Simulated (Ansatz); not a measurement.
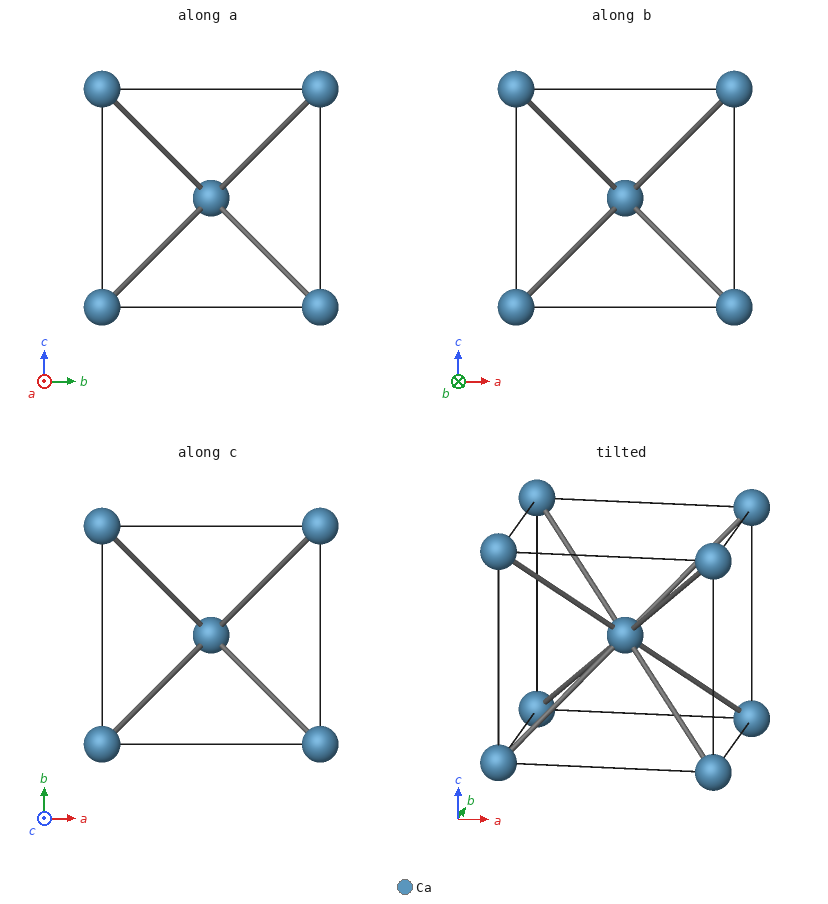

The crystal in a ball-and-stick representation, seen along the a axis, along the b axis, along the c axis and slightly off an axis. Atoms at the boundary of the conventional unit cell (the box) are drawn once for each face, edge or corner they touch.

Lattice parameters: a = 4.4589 Å, b = 4.4589 Å, c = 4.4589 Å, α = 90.000°, β = 90.000°, γ = 90.000°.

### Transcribe the picture into a CIF with its space group and independent sites.

```cif
data_structure
_symmetry_space_group_name_H-M 'I m -3 m'
_symmetry_Int_Tables_number 229
_cell_length_a 4.4589
_cell_length_b 4.4589
_cell_length_c 4.4589
_cell_angle_alpha 90.000
_cell_angle_beta 90.000
_cell_angle_gamma 90.000
_cell_volume 88.65
loop_
_atom_site_label
_atom_site_type_symbol
_atom_site_symmetry_multiplicity
_atom_site_Wyckoff_symbol
_atom_site_fract_x
_atom_site_fract_y
_atom_site_fract_z
_atom_site_occupancy
Ca1 Ca 2 a 0.0000 0.0000 0.0000 1
```

It derives from a structure type filled with this element by a generator (whether the element takes this form wasn't checked). The cell was then strained or its atoms displaced on purpose. An electronic-structure calculation with Ansatz was run on it.
